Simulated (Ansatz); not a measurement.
Cd2O

```cif
data_structure
_symmetry_space_group_name_H-M 'P 1'
_symmetry_Int_Tables_number 1
_cell_length_a 3.4930
_cell_length_b 3.4930
_cell_length_c 10.5261
_cell_angle_alpha 90.000
_cell_angle_beta 90.000
_cell_angle_gamma 120.000
_cell_volume 111.22
loop_
_atom_site_label
_atom_site_type_symbol
_atom_site_fract_x
_atom_site_fract_y
_atom_site_fract_z
_atom_site_occupancy
Cd1 Cd 0.00000 0.00000 0.00000 1
Cd2 Cd 0.33333 0.66667 0.73529 1
Cd3 Cd 0.66667 0.33333 0.26471 1
Cd4 Cd 0.00000 0.00000 0.50000 1
O1 O 0.33333 0.66667 0.13160 1
O2 O 0.66667 0.33333 0.86840 1
```

Space group P-3m1; a generated structure, not necessarily the stable one; changed on purpose from its base cell (volume × 1.10, shape and atoms relaxed); computed pressure about −6 GPa in this cell.

Level of theory: DFT PBE, scalar-relativistic, plane waves, PAW (Ansatz 0.2.0).

In a PAW calculation such maps are meaningful between the atoms, not at the nuclei.

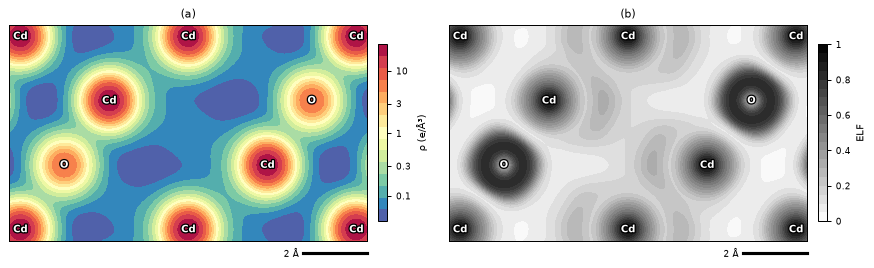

Figure 1. (a) valence charge density (pseudo); (b) electron localisation function on the (110) plane of the conventional cell.

### What does the map show?

- The section cuts through Cd and O sites.
- Cd–O (2.45 Å): ρ at the midpoint is about 0.29 e/Å³; the ELF is about 0.10 at the midpoint: no localised pair shows between them.
- Between the atoms the lowest density in this plane is 0.04 e/Å³.
- The features right at Cd lie inside the PAW spheres, where the map follows smoothed inner orbitals and isn't to be read closely.

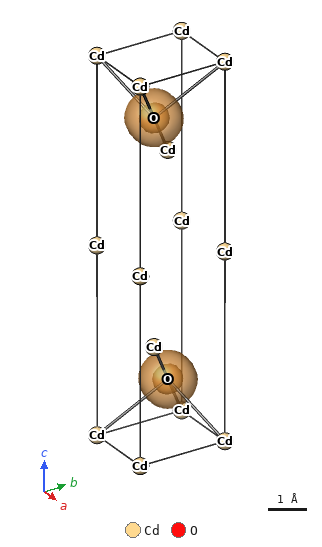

Figure 2. Isosurface of the ELF at 0.75 (orange), seen slightly off an axis. Core shells and regions of very low density are left out. Sticks mark near contacts.

### Identify the bonds, lone pairs and shells in this picture.

At this value the surface marks out two regions wrapped around O (the valence shell of each), counted in one cell of 6 atoms. Any copies at cell faces, edges or corners count once.

### Metal or insulator at this level of theory?

It is metallic or semimetallic at this level of theory: no gap opens.
